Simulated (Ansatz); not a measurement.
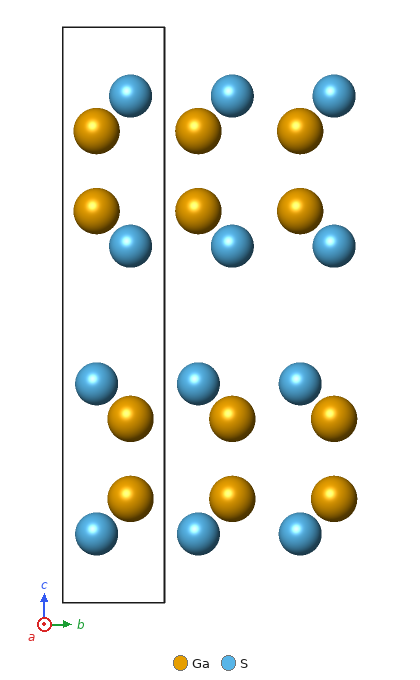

Projection along an edge of the hexagonal mesh, stacking direction c upwards. Every atom sits on one of the three columns of the mesh; call them A, B, C in the order in which they first turn up. The sequence starts with the first layer at or above the cell's origin.

System GaS (space group P6_3/mmc, No. 194); source of the atomic positions: the end point of a relaxation with DFT PBE, scalar-relativistic, plane waves, PAW in Ansatz.

> Give the sequence of layers in one repeat, with element and column.

S(A) – Ga(B) – Ga(B) – S(A) – S(B) – Ga(A) – Ga(A) – S(B) (eight layers in 17.78 Å).

Heights of the layers:

| layer | atoms (column) | height (Å) | to next (Å) |
| --- | --- | --- | --- |
| 1 | S(A) | 2.13 | 1.08 |
| 2 | Ga(B) | 3.21 | 2.47 |
| 3 | Ga(B) | 5.68 | 1.08 |
| 4 | S(A) | 6.76 | 4.25 |
| 5 | S(B) | 11.02 | 1.08 |
| 6 | Ga(A) | 12.10 | 2.47 |
| 7 | Ga(A) | 14.57 | 1.08 |
| 8 | S(B) | 15.65 | 4.25 |
